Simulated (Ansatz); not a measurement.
## Electronic structure of SnO2 in real space

Input file:

```
crystal:
  lattice:
    - [4.7201335122, 0.0, 0.0]
    - [0.0, 4.7206343096, 0.0]
    - [0.0, 0.0, 3.337740707]
  atoms:
    - { symbol: Sn, position: [0.5, 0.5, 0.5036858593] }
    - { symbol: Sn, position: [0.0, 0.0, -0.0036858593] }
    - { symbol: O, position: [0.305992035, 0.3061675039, -0.023519652] }
    - { symbol: O, position: [0.805992035, 0.1938324961, 0.523519652] }
    - { symbol: O, position: [0.194007965, 0.8061675039, 0.523519652] }
    - { symbol: O, position: [0.694007965, 0.6938324961, -0.023519652] }
basis:
  ecutwfc: 520.0
kpoints:
  mp_grid: { grid: [6, 6, 8] }
hamiltonian:
  xc: lda
  pseudopotentials: { kind: paw, azcp: { folder: soft_1 } }
scf:
  occupations: { method: gaussian, width: 0.05 }
output:
  forces: true
  stress: true
  eigenvalues: true
  write_density: true
  write_potential: true
  elf: true
  volumetric_format: npy
```

Launched as:

```sh
ansatz run input.yaml --threads 2 --pin off --max-ram 4096MiB --backend cpu --events-out ev --progress --plain --runs-dir out
```

Below, planes, directions and counts refer to the conventional cell (a = 4.72 Å, b = 4.72 Å, c = 3.34 Å, α = 90.00°, β = 90.00°, γ = 90.00°).

Space group P-42₁m; a point of a scan over the structure, not its minimum; a structure from a database of computed crystals, not necessarily the ambient phase; changed on purpose from its base cell (mode 14 frozen in at -0.075 Å, normal strain along z +0.0467); not relaxed (largest force 1.2 eV/Å); computed pressure about −9 GPa in this cell; PAW files of the earlier set (soft_1).

All numbers below come from DFT LDA, scalar-relativistic, plane waves, PAW (Ansatz).

In a PAW calculation such maps are meaningful between the atoms, not at the nuclei.

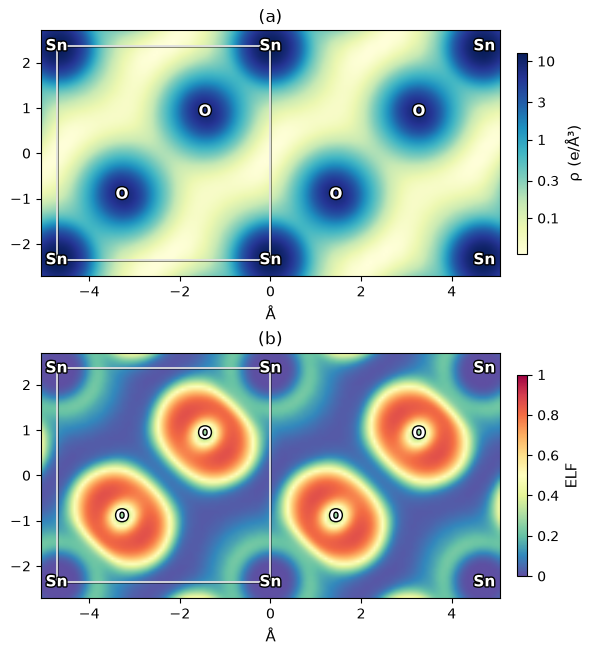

Figure 1. (a) valence electron density; (b) electron localisation function on the (001) plane of the conventional cell.

Describe what can be read from this map.

The plane passes through Sn and O nuclei. Sn–O (2.04 Å): ρ at the midpoint is about 0.66 e/Å³; the ELF peaks at about 0.80 in the valence shell of O, 0.6 Å from its nucleus, and is about 0.30 at the midpoint (no localised pair shows between them). Between the atoms the lowest density in this plane is 0.03 e/Å³. The ELF also peaks beside O, away from the bonds: lone-pair regions.

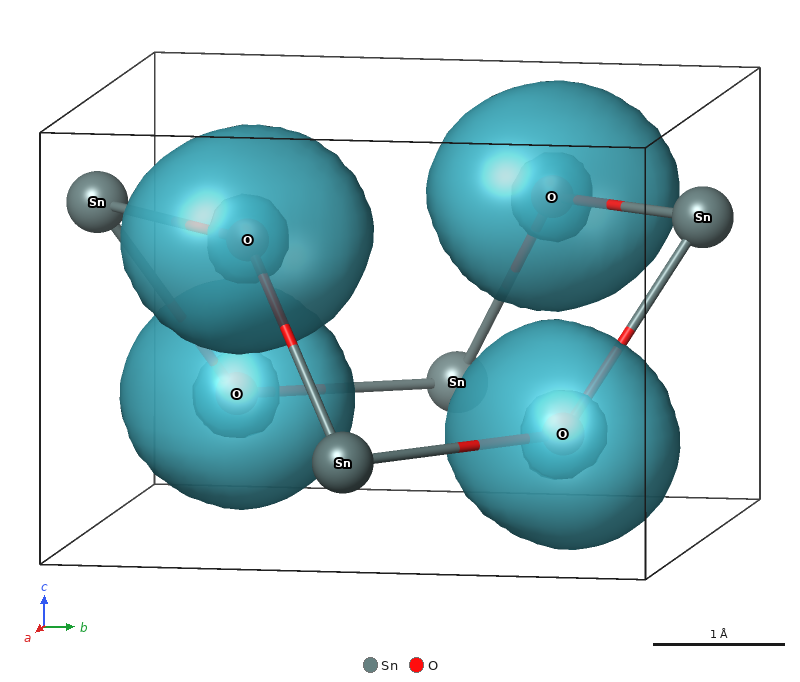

Figure 2. Isosurface of the ELF at 0.65 (cyan), seen slightly off an axis. Only the valence region is drawn (cores and ρ < 0.01 e/Å³ removed). Sticks mark near contacts.

What do the ELF domains correspond to?

At this value the surface marks out four regions wrapped around O (the valence shell of each), counted in one cell of 6 atoms. Regions shared between cells count once. Along the contacts the grid gives the following. Sn–O (2.18 Å): the ELF peaks at about 0.80 in the valence shell of O, 0.6 Å from its nucleus, and is about 0.25 at the midpoint: no shared electron pair shows on this line.

Does the calculation make it a metal, or give it a gap?

It is gapped, with a Kohn–Sham gap of 0.49 eV on the k-point mesh, an upper bound to the gap of this method.
